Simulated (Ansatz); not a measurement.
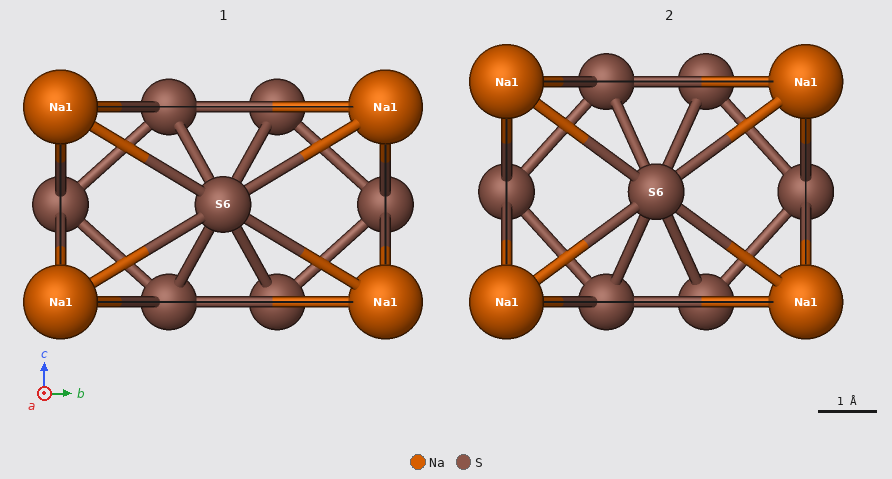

Two geometries of solid NaS₅ (a generated structure, set up in P6/mmm), drawn at one scale. One is the start of a relaxation, the other its converged end. Style: ball-and-stick. Shown: the cell of the calculation, along the a axis.

Computed with DFT PBE, scalar-relativistic, plane waves, PAW in Ansatz. (plane-wave cutoff 420 eV; k-point mesh 6 × 6 × 10; occupations gaussian; smearing width 0.1 eV; no spin polarisation; cell and atoms relaxed; force threshold 0.01 eV/Å; at most 80 steps)

Question: Which one is relaxed?

Answer: Structure 1 is the relaxed one. The atoms keep their places relative to the cell (all moves are under 0.005 Å). The volume changes by +4.3 %, with a = b 5.994 → 6.508 Å (+8.6 %), c 3.823 → 3.382 Å (−11.5 %). Near-neighbour distances that change, for instance: Na–S 3.460 → 3.757 Å, Na–S 3.555 → 3.667 Å, S–S 2.578 → 2.528 Å. Bond angles that change, for instance: S–S–S 95.7° → 84.0°, S–S–S 84.3° → 96.0°, S–S–S 71.1° → 80.1°. The space group stays P6/mmm (No. 191). The energy falls by 81.7 meV per atom in 6 accepted moves (8 points after the start). All forces vanish by symmetry, so only the cell relaxes. The pressure goes from 0.54 to 0.00 GPa. The SCF was repeated twice at an unchanged geometry on a basis and grid sized afresh for the cell, which shifted the energy by 0.3 meV per atom at most. The run took 71 s on 1 thread of Arm Neoverse V1 (shared host), peak memory 0.42 GiB.
